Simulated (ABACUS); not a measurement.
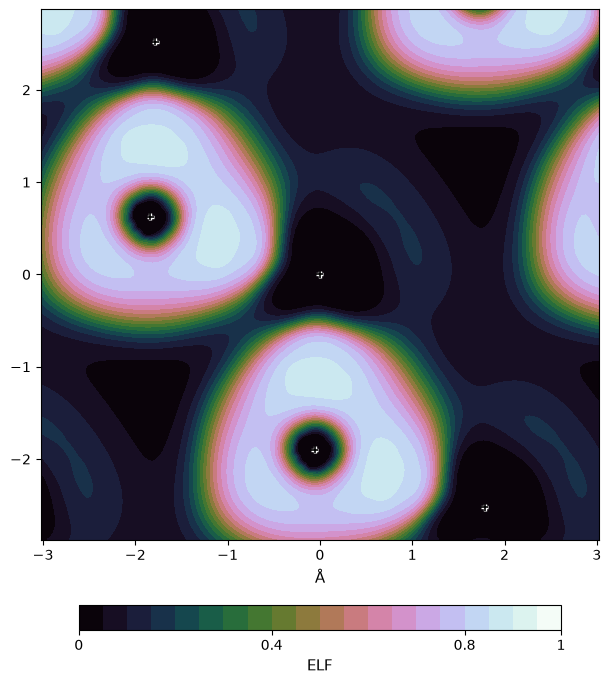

The ELF on a plane through atoms (crosses mark nuclei in the plane).

Method: Kohn-Sham DFT of a periodic cell, PBE, PseudoDojo NC SR 0.4.1 PBE standard in ABACUS.

Candidates:
A. V, a = 3.03 Å, b = 3.03 Å, c = 3.03 Å, α = 90.00°, β = 90.00°, γ = 90.00°. Space group Im-3m; computed pressure about −5 GPa in this cell; spin-polarised, but the moments vanished.
B. ZrO$_{2}$, a = 3.60 Å, b = 3.60 Å, c = 3.60 Å, α = 60.00°, β = 60.00°, γ = 60.00°. Space group P1; a structure from a database of computed crystals, not necessarily the ambient phase; changed on purpose from its base cell (atoms moved at random by about 0.05 A); not relaxed (largest force 0.6 eV/Å); computed pressure about 5 GPa in this cell.
C. AlN, a = 5.35 Å, b = 3.09 Å, c = 3.09 Å, α = 90.00°, β = 125.26°, γ = 90.00°. Space group Cm; a structure from a database of computed crystals, not necessarily the ambient phase; changed on purpose from its base cell (atoms moved at random by about 0.05 A); not relaxed (largest force 0.8 eV/Å); computed pressure about 5 GPa in this cell.

Which system is this?

Answer. Candidate C: AlN on the (010) plane of the conventional cell, which holds Al and N. Al–N (1.94 Å): the ELF peaks at about 0.90 in the valence shell of N, 0.8 Å from its nucleus, and is about 0.85 at the midpoint.
